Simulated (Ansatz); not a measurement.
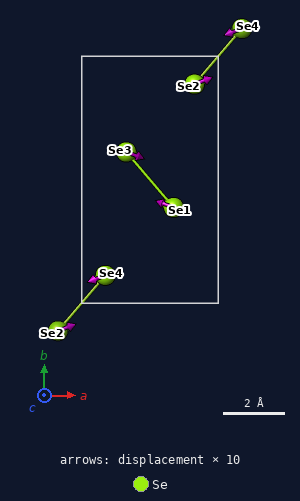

A relaxation of a crystal of Se (set up in P2_12_12). The starting structure is drawn; purple arrows show the displacements (the part carried along by the change of the cell is left out), magnified 10 times.

The picture is a ball-and-stick view of the cell of the calculation, seen along the c axis.

Method: Ansatz, DFT r2SCAN, scalar-relativistic, plane waves, PAW. Settings: plane-wave cutoff 500 eV; k-point mesh 10 × 6 × 16; occupations gaussian; smearing width 0.1 eV; no spin polarisation; cell and atoms relaxed; force threshold 0.005 eV/Å; at most 80 steps.

**Describe the change and its energy.**

The largest moves relative to the cell, 0.071 Å, are those of Se1, Se2, Se3 and Se4. Se3 goes roughly along [3 −1 −2]. The volume changes by +4.6 %, with a 4.542 → 4.629 Å (+1.9 %), b 8.208 → 8.373 Å (+2.0 %), c 2.706 → 2.724 Å (+0.7 %). Some distances before and after: Se1–Se3 2.425 → 2.356 Å, Se1–Se1 2.706 → 2.724 Å. The space group (tolerance 0.01 Å) goes from P2_12_12 (No. 18) to Pbam (No. 55). The energy falls by 11.0 meV per atom in 5 accepted moves (6 points after the start). Largest force component: 0.33 eV/Å at the start, 0.0014 eV/Å at the end. The pressure goes from −0.39 to 0.01 GPa. At 1 point the geometry stayed and the basis and grid were re-selected for the new cell (energy shift of less than 0.05 meV per atom at most each time).
